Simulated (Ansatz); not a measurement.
Ti3O

```
Ti O
1.0
     5.09957    0.00000    0.00000
    -2.54979    4.41636    0.00000
     0.00000    0.00000    9.37284
Ti O
12 4
Direct
  0.33385 0.00595 0.11848
  0.99405 0.32790 0.11848
  0.67210 0.66615 0.11848
  0.99405 0.66615 0.38152
  0.67210 0.00595 0.38152
  0.33385 0.32790 0.38152
  0.66615 0.99405 0.88152
  0.00595 0.67210 0.88152
  0.32790 0.33385 0.88152
  0.00595 0.33385 0.61848
  0.32790 0.99405 0.61848
  0.66615 0.67210 0.61848
  0.66667 0.33333 0.25000
  0.33333 0.66667 0.75000
  0.00000 0.00000 0.25000
  0.00000 0.00000 0.75000
```

Space group P-31c; computed without spin polarisation.

Theory: DFT PBEsol, scalar-relativistic, plane waves, PAW in Ansatz.

Core electrons are frozen (PAW), and the valence fields are smoothed inside the atomic spheres.

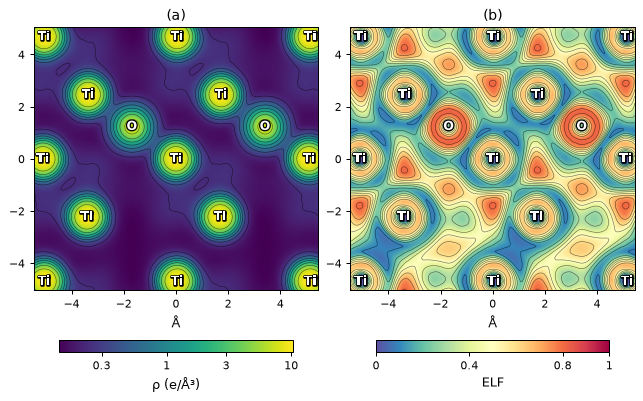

Figure 1. (a) valence charge density (pseudo); (b) ELF on the (100) plane of the conventional cell.

Q: What do the fields say about this system?

A:
- The section cuts through Ti and O sites.
- Ti–O (2.09 Å): ρ is about 0.48 e/Å³ halfway; the ELF peaks at about 0.80 in the valence shell of O, 0.6 Å from its nucleus, and is about 0.10 at the midpoint (no localised pair shows between them).
- Ti–Ti (2.79 Å): the density is about 0.23 e/Å³ at the midpoint; the ELF is about 0.25 at the midpoint; no localised pair shows between them.
- Ti–Ti (2.96 Å): the density is about 0.17 e/Å³ at the midpoint; the ELF is about 0.10 at the midpoint; no localised pair shows between them.
- Ti–Ti (3.01 Å): the density is about 0.17 e/Å³ at the midpoint; the ELF is about 0.15 at the midpoint; no shared electron pair shows on this line.
- Between the atoms the lowest density in this plane is 0.14 e/Å³.
- The ELF has a maximum of about 0.80 in the space between the atoms, 1.7 Å from four Ti atoms, on no atom or two-centre bond.
- The features right at Ti lie inside the PAW spheres, where the map follows smoothed inner orbitals and isn't to be read closely.

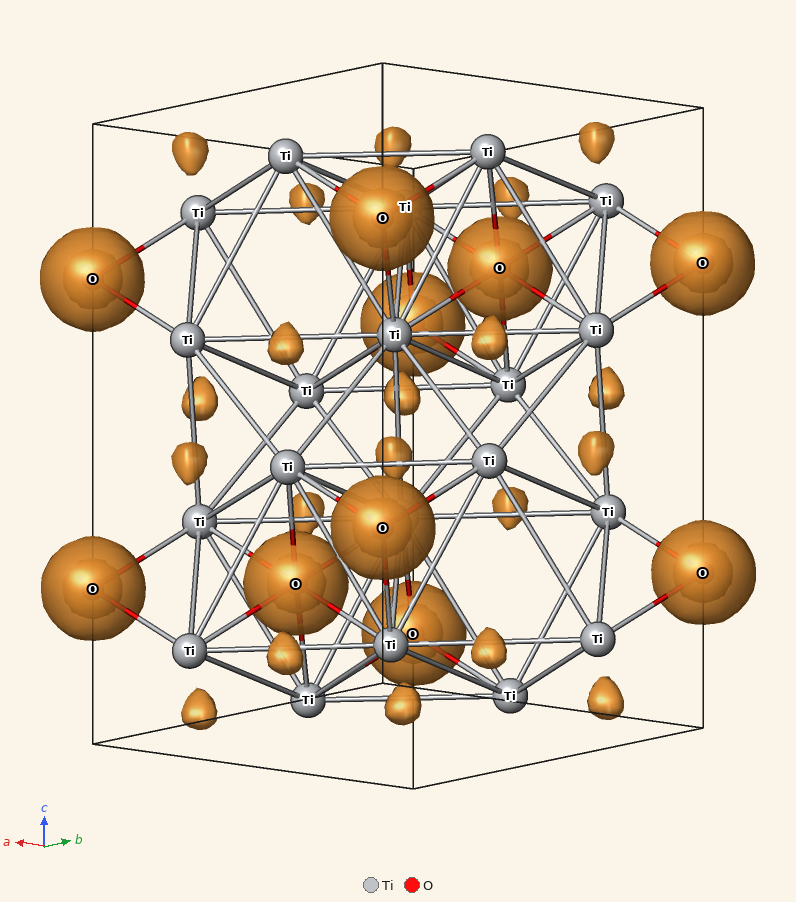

Figure 2. Isosurface of the electron localisation function at 0.75 (orange), seen at an oblique angle. Core shells and regions of very low density are left out. Sticks mark near contacts.

Q: Describe the localisation domains.

A: The ELF exceeds this value in four regions wrapped around O (the valence shell of each) and twelve pockets between the atoms, centred on no nucleus (multi-centre or interstitial), counted in one cell of 16 atoms. Any copies at cell faces, edges or corners count once.

Q: Metal or insulator at this level of theory?

A: It is gapless in this calculation (a metal or semimetal); semilocal functionals without U, or without the true magnetic order, often close the gap of such compounds.
